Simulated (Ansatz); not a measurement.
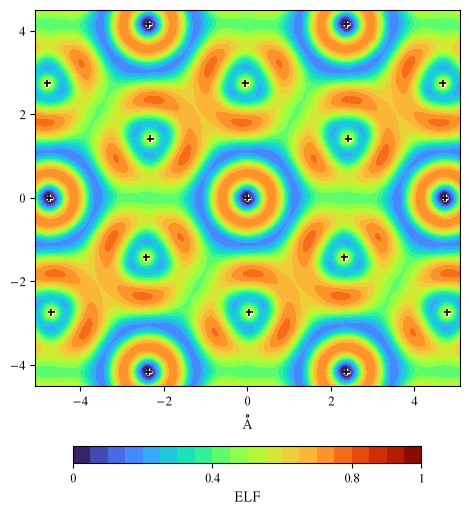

The ELF on a plane through atoms (crosses mark nuclei in the plane).

Theory: DFT PBE, scalar-relativistic, plane waves, PAW in Ansatz.

Candidates:
A. Si, a = 5.47 Å, b = 5.47 Å, c = 5.47 Å, α = 90.00°, β = 90.00°, γ = 90.00°. Space group Fd-3m; a structure from a database of computed crystals, not necessarily the ambient phase.
B. TaSi$_{2}$, a = 6.70 Å, b = 9.47 Å, c = 4.79 Å, α = 60.35°, β = 90.00°, γ = 90.00°. Space group C222; a structure from a database of computed crystals, not necessarily the ambient phase.
C. Si$_{2}$W, a = 3.23 Å, b = 3.23 Å, c = 7.87 Å, α = 90.00°, β = 90.00°, γ = 90.00°. Space group I4/mmm; a structure from a database of computed crystals, not necessarily the ambient phase.

### Which system is this?

Candidate B: TaSi$_{2}$ on the (100) plane of the calculation cell, which holds Ta and Si. Ta–Si (2.74 Å): the ELF peaks at about 0.75 in the valence shell of Si, 0.9 Å from its nucleus, and is about 0.40 at the midpoint. Ta–Si (2.80 Å): the ELF peaks at about 0.75 in the valence shell of Si, 0.9 Å from its nucleus, and is about 0.40 at the midpoint.
